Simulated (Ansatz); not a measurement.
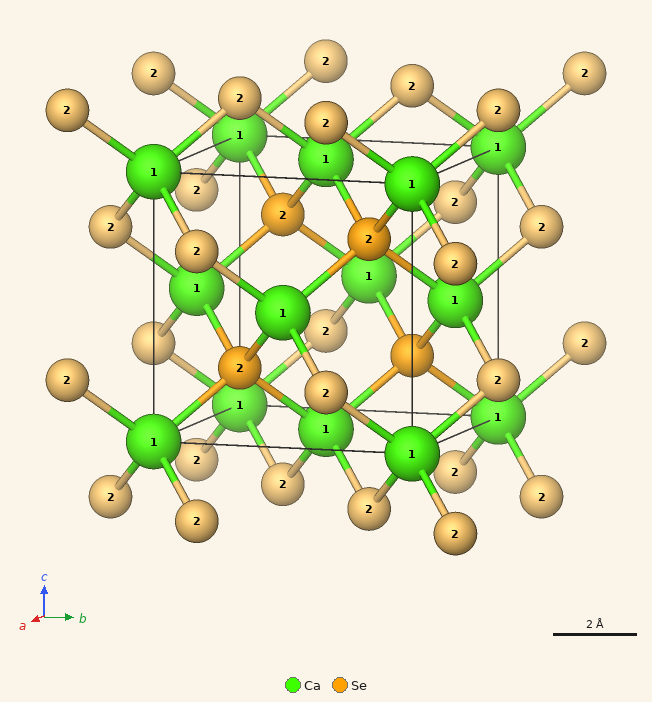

The structure as given in the input (ball-and-stick view of the cell 4 times as large as that of the calculation, set on its symmetry axes, seen slightly off an axis; neighbours outside the cell are drawn fainter; atoms are numbered from 1 in the order of the input). Near neighbours in the crystal (not all of them lie inside the picture): Ca has 4 Se at 2.88 Å; Se has 4 Ca at 2.88 Å.

**Single-point calculation, with input and output: CaSe**

CaSe (F-43m, 2 atoms in the cell), computed with DFT r2SCAN, scalar-relativistic, plane waves, PAW, no spin polarisation (Ansatz 0.2.0).

The structure was built on a prototype by a generator; it need not be a known phase. It belongs to a series of runs on one base structure; here: volume × 1.040. Figures and captions count atoms from 1; the log counts them from 0 in places.

### What the program printed
```
Engine: ansatz 0.2.0, aarch64-unknown-linux-gnu
Pseudopotentials: kind: paw
Pseudopotential: Ca, paw, valence charge 10, recommended cutoff 500 eV (meta_gga), Ca.paw.azcp
Pseudopotential: Se, paw, valence charge 16, recommended cutoff 500 eV (meta_gga), Se.paw.azcp
Functional definition: r2SCAN
  parameter k0 = 0.174
  parameter k1 = 0.065
  parameter a1 = 4.9479
  exchange = r2scan_x(k0 = k0, k1 = k1, a1 = a1)
  correlation = r2scan_c
Crystal: 2 atoms, lattice volume = 73.365 Å³
Basis set: ecut = 500 eV, 1837 PW (Γ), exchange–correlation on 144×144×144 points (64 copies of the dense FFT grid, shifted against one another)
Bands: 17, of which v1, the nominal top of the filled ones, is band 13 counted from 1 (12 counted from 0)
Symmetry: 24 space group operations
Space group: F-43m (ITA 216), of the structure as read, at distance tolerance 4.2e-5 Å
k-points: 16 of 216 (time reversal used)
Non-local potential: Ca, projectors of the file, l = 0: 3, l = 1: 2, l = 2: 2
Non-local potential: Se, projectors of the file, l = 0: 2, l = 1: 2, l = 2: 3, l = 3: 1
PAW form: soft (Blöchl's): semilocal exchange-correlation on the pseudo side does not see the compensation charge
PAW frozen core: Ca, regenerated for the run's functional (the file was generated under x = pbe(κ = 0.804, μ = 0.2195149727645171), c = pbe(β = 0.06672455060314922))
PAW frozen core: Se, regenerated for the run's functional (the file was generated under x = pbe(κ = 0.804, μ = 0.2195149727645171), c = pbe(β = 0.06672455060314922))
PAW one-centre angular grid: Ca, 302 points (default); XC on 160 Gauss nodes
PAW one-centre angular grid: Se, 590 points (default); XC on 160 Gauss nodes
Initial density: superposition of atomic densities (neutral atoms: chi_scale 0, normalization atom), corrected by the library's trained network
Initial wavefunctions: pseudopotential atomic-orbital guess
Functional: x = r2scan, c = r2scan; τ floored in thin density (d = 2e-4 eV/Å³)
SCF iter   1: F=—  HF=-7303.793008 eV  |F-HF|=—  |Δ(HF+E_count)|=         —  Δρ=5.02e-3  dr2=2.97e-2  dr2_τ=8.41e-3  ethr=1.77e-3  ⟨swp⟩=7.2  Hψ=1702  notcnv=0
preconditioner: auto → none  [insulator: Δε(μ)=3.667 eV  Ē_g=8.926 eV  σ=0.050 eV  W_gap=1.00  n_scr=14 (ndim 8)  ℏωp=12.3 eV  f_vac=0.199  D(μ)=0.00/eV (n_scr^D=0)  ε∞_Penn≈2.9]
SCF iter   2: F=—  HF=-7303.823079 eV  |F-HF|=—  |Δ(HF+E_count)|=   3.01e-2  Δρ=1.72e-3  dr2=2.21e-3  dr2_τ=5.16e-4  ethr=1.14e-4  ⟨swp⟩=2.9  Hψ=599  notcnv=0
SCF iter   3: F=—  HF=-7303.822910 eV  |F-HF|=—  |Δ(HF+E_count)|=   1.68e-4  Δρ=7.68e-4  dr2=2.93e-4  dr2_τ=2.42e-5  ethr=8.51e-6  ⟨swp⟩=2.4  Hψ=452  notcnv=0
SCF iter   4: F=—  HF=-7303.823055 eV  |F-HF|=—  |Δ(HF+E_count)|=   1.44e-4  Δρ=2.68e-4  dr2=3.45e-5  dr2_τ=5.91e-6  ethr=1.13e-6  ⟨swp⟩=2.1  Hψ=481  notcnv=0
SCF iter   5: F=—  HF=-7303.823069 eV  |F-HF|=—  |Δ(HF+E_count)|=   1.39e-5  Δρ=4.76e-5  dr2=7.19e-7  dr2_τ=1.26e-7  ethr=1.33e-7  ⟨swp⟩=2.0  Hψ=380  notcnv=0
SCF iter   6: F=-7303.823069 eV  HF=-7303.823069 eV  |F-HF|=7.42e-9  |Δ(HF+E_count)|=   6.67e-7  Δρ=5.98e-6  dr2=9.82e-9  dr2_τ=2.03e-9  ethr=3.85e-10  ⟨swp⟩=10.0  Hψ=2046  notcnv=0
SCF 1 converged in 6 iterations: F = -7303.823069 eV  dr2 = 9.82e-9
  greatest PAW one-centre occupation: 1.000 electrons in one spin orbital (limit 2), on the Se atom at site 1 (counted from 0), in its partial waves of l = 2
```

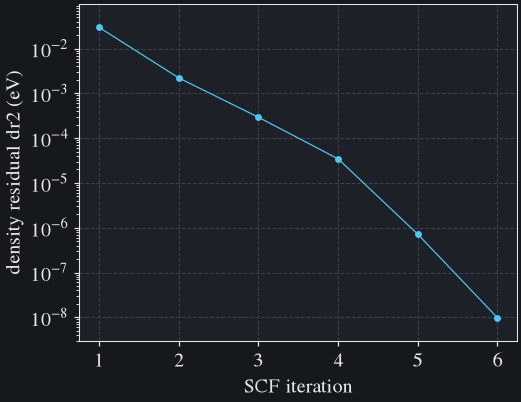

Convergence of the self-consistent field: density residual dr2 against the SCF iteration. The residual falls at every step.

```
SCF converged after 6 iterations
Free energy (F): -7303.823069 eV
Harris-Foulkes:  -7303.823069 eV  (|F-HF|=7.42e-9)
Internal energy: -7303.823069 eV  (E = F + TS)
E sigma→0 (E₀):  -7303.823069 eV
Fermi energy:    4.320555 eV
--- Per-component energies (eV) ---
  E_band       = -619.026913
  E_kinetic    = 396.594851
  E_local      = -3844.231635  (includes V_loc(G=0)·N_el)
  E_nonlocal   = -533.189463
  E_hartree    = 1749.345980
  E_xc         = -235.626332
  E_vxc        = -300.538839  (∫ρ·V_xc dr)
  E_paw        = -2788.292977  (= ΣΔE_a)
  E_vpaw       = 146.556477  (= ΣTr[D̂ρ^β])
  E_aug_tail   = -0.000210  (compensation charges beyond the density's cutoff)
  E_vtau       = 17.088600  (kinetic-family band-sum trace: ∫τ·v_τ [+ j·A + Jᵃ·Aᵃ] dr)
  E_ewald      = -2046.437847
  E_core_change = -1.985436  (= ΣΔE_core)
  E_smearing   = -0.000000  (= −TS)
  E_closure    = 0.000000  (closes the sum)
  Σ components = -7303.823069   (vs F -7303.823069, Δ=0.00e0)
--- Forces (eV/Å), atoms counted from 1 ---
  atom   1  Ca     0.00000000    -0.00000000    -0.00000000
  atom   2  Se    -0.00000000     0.00000000    -0.00000000
  max |Σ_I F_I| component: 1.56e-16 eV/Å
--- Stress (GPa, compression-positive) ---
       -1.278378       0.000000      -0.000000
        0.000000      -1.278378       0.000000
       -0.000000       0.000000      -1.278378
  P = ⅓ Tr σ = -1.2784 GPa (-12.784 kbar)
--- Band table (eV; the first three rows and the last of 16) ---
  k-point 0: bands = ["-42.9288", "-42.9288", "-42.9288", "-42.9255", "-42.9255", "-38.2436", "-18.3606", "-18.3606", "-18.3606", "-8.1332", "2.4583", "2.4583", "2.4583", "6.1056", "8.3790", "8.3790", "10.3140"]
  k-point 1: bands = ["-42.9288", "-42.9288", "-42.9288", "-42.9255", "-42.9255", "-38.2432", "-18.3704", "-18.3618", "-18.3618", "-8.0737", "2.0759", "2.4775", "2.4775", "6.8443", "8.2615", "8.2615", "9.8729"]
  k-point 2: bands = ["-42.9289", "-42.9288", "-42.9288", "-42.9255", "-42.9255", "-38.2423", "-18.3897", "-18.3643", "-18.3643", "-7.9532", "1.5500", "2.5101", "2.5101", "7.8930", "8.2791", "8.2791", "9.0963"]
  k-point 15: bands = ["-42.9289", "-42.9288", "-42.9287", "-42.9255", "-42.9255", "-38.2414", "-18.3983", "-18.3757", "-18.3723", "-7.8144", "1.5911", "2.1488", "2.4278", "6.6185", "7.9794", "8.9312", "9.1714"]
```

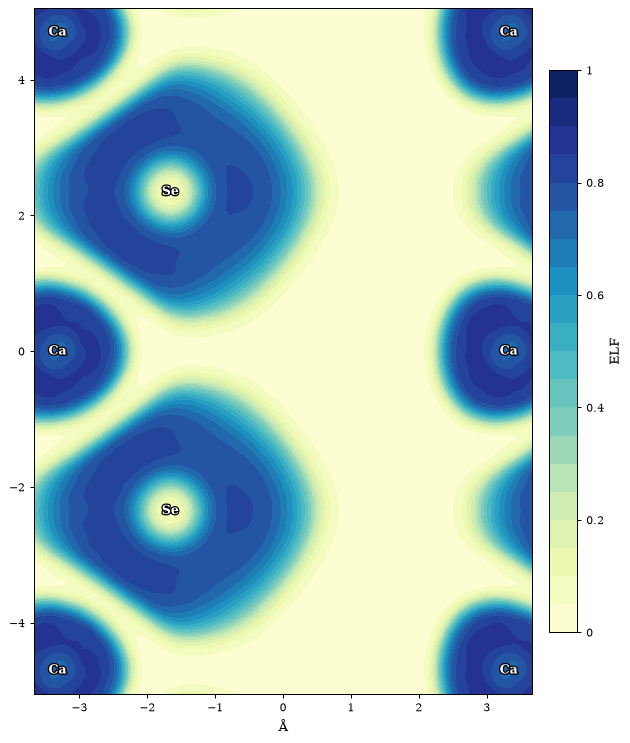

ELF on the (110) plane of the conventional cell. The section cuts through Ca and Se sites. The strong features right at Ca lie inside the PAW spheres (semicore, d or f shells) and say nothing about bonding. The fields are those of the smooth PAW valence density.

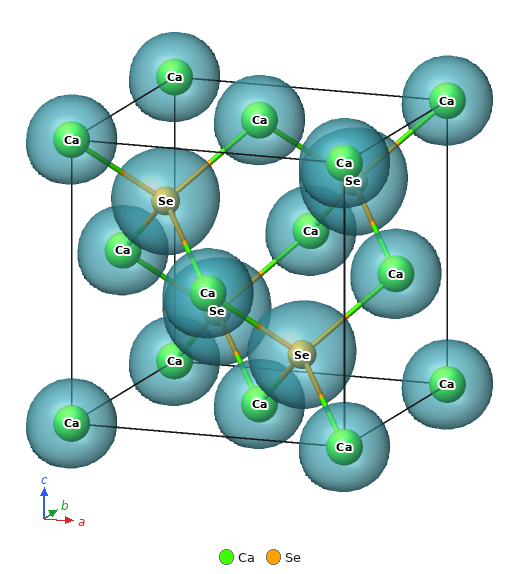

Isosurface of the valence charge density (pseudo) at 0.3 e/Å³ (cyan), seen slightly off an axis. Sticks mark near contacts. The outline is the cell set on symmetry axes. At this value the density breaks into separate islands; it holds about 85 % of the electrons treated as valence (semicore included). It is pinched off along the Ca–Se (2.88 Å) contacts. On the grid the lowest density along these lines, outside the cores, is 0.19 e/Å³ (Ca–Se, 2.88 Å).

This output came from the following input.

### Input
```yaml
crystal:
  lattice:
    - [0.0, 3.322662388, 3.322662388]
    - [3.322662388, 0.0, 3.322662388]
    - [3.322662388, 3.322662388, 0.0]
  atoms:
    - { symbol: Ca, position: [0.0, 0.0, 0.0] }
    - { symbol: Se, position: [0.25, 0.25, 0.25] }
basis:
  ecutwfc: 500
  ecutrho_ratio: 4
kpoints:
  mp_grid: { grid: [6, 6, 6] }
hamiltonian:
  xc: r2scan
scf:
  occupations: { method: gaussian, width: 0.05 }
output:
  forces: true
  stress: true
  eigenvalues: true
  write_density: true
  write_potential: true
  elf: true
  volumetric_format: npy
```

Launch command:
```bash
ansatz run input.yaml --threads 2 --pin off --max-ram 2662MiB --backend cpu --events-out ev --progress --plain --runs-dir out
```

### Key numbers

```tsv
quantity	value
outcome	converged
space group (tolerance 0.01 Å)	F-43m (216)
electrons treated	26
free energy	−7303.8231 eV
Fermi energy	4.321 eV
gap on the k-point mesh	3.57 eV
pressure	−1.28 GPa
largest force (length of the vector)	under 0.001 eV/Å
hardware	2 threads of Arm Neoverse V1, 24 GiB of memory available, shared host
wall time	4.2 s (CPU time 7.9 s)
peak memory	0.5 GiB
```
